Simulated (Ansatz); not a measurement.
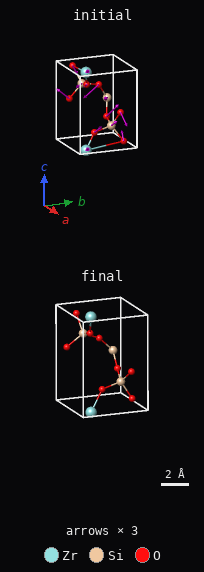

The structure of crystalline ZrSi$_{3}$O$_{8}$ (a generated structure, set up in C2) (coarse preliminary run) before (top) and after (bottom) a relaxation, at one scale. The purple arrows give the displacements (the part carried along by the change of the cell is left out), magnified 3 times.

A ball-and-stick model of the cell of the calculation, seen slightly off an axis.

These are results of DFT PBE, scalar-relativistic, plane waves, PAW (Ansatz), not measurements.

Input file:
```yaml
crystal:
  lattice:
    - [3.3148045, -3.3148045, 0.0]
    - [3.3148045, 3.3148045, 0.0]
    - [0.0, 0.0, 6.14335408]
  atoms:
    - { symbol: Zr, position: [0.81770498, 0.18229502, 0.0] }
    - { symbol: Si, position: [0.18229502, 0.81770498, 0.5] }
    - { symbol: Si, position: [0.68229502, 0.68229502, 0.25] }
    - { symbol: Si, position: [0.31770498, 0.31770498, 0.75] }
    - { symbol: O, position: [0.63543002, 0.26834001, 0.80193001] }
    - { symbol: O, position: [0.23165999, 0.13543002, 0.55193001] }
    - { symbol: O, position: [0.36456998, 0.73165999, 0.30193001] }
    - { symbol: O, position: [0.76834001, 0.86456998, 0.05193001] }
    - { symbol: O, position: [0.86456998, 0.76834001, 0.44806999] }
    - { symbol: O, position: [0.26834001, 0.63543002, 0.69806999] }
    - { symbol: O, position: [0.13543002, 0.23165999, 0.94806999] }
    - { symbol: O, position: [0.73165999, 0.36456998, 0.19806999] }
basis:
  ecutwfc: 420
kpoints:
  mp_grid: { grid: [4, 4, 4] }
hamiltonian:
  xc: pbe
scf:
  occupations: { method: gaussian, width: 0.1 }
  lower_state_search: "off"
output:
  forces: true
  stress: true
  eigenvalues: true
relax:
  adjacent_minimum: "off"
  f_tol: 0.04
  max_steps: 70
  cell: { stress_tol: 0.4 }
```

Command:
```bash
ansatz run input.yaml --threads 1 --pin off --max-ram 2560MiB --backend cpu --events-out ev --progress --plain --runs-dir out
```

Q: What changed between the two?

A: The largest moves relative to the cell, 0.55 Å, are those of O7 and O10. O7 goes roughly along [3 2 2]. By element the largest moves are O 0.55 Å, Si 0.22 Å, Zr 0.20 Å. Cell: a = b 4.688 → 5.318 Å (+13.5 %), c 6.143 → 7.514 Å (+22.3 %), α 90.0° → 90.2°, β 90.0° → 90.2°, γ 90.0° → 89.9°. Volume +57.4 %. Near-neighbour distances that change, for instance: Zr1–O11 1.541 → 1.958 Å, Zr1–O11 (another image) 3.223 → 3.559 Å, Si2–Si3 2.873 → 3.205 Å, Si3–O8 1.541 → 1.636 Å. Bond angles that change, for instance: Si2–O9–Si3 137.7° → 160.6°, Si2–O7–Si3 137.7° → 158.8°, O5–Zr1–O12 109.5° → 117.3°. The space group stays C2 (No. 5). The energy falls by 1802 meV per atom in 14 accepted moves (17 points after the start). Largest force component: 22 eV/Å at the start, 0.04 eV/Å at the end. Pressure: 108.60 GPa at the start and −0.10 GPa at the end. The SCF was repeated 3 times at an unchanged geometry on a basis and grid sized afresh for the cell, which shifted the energy by 36.4 meV per atom at most.
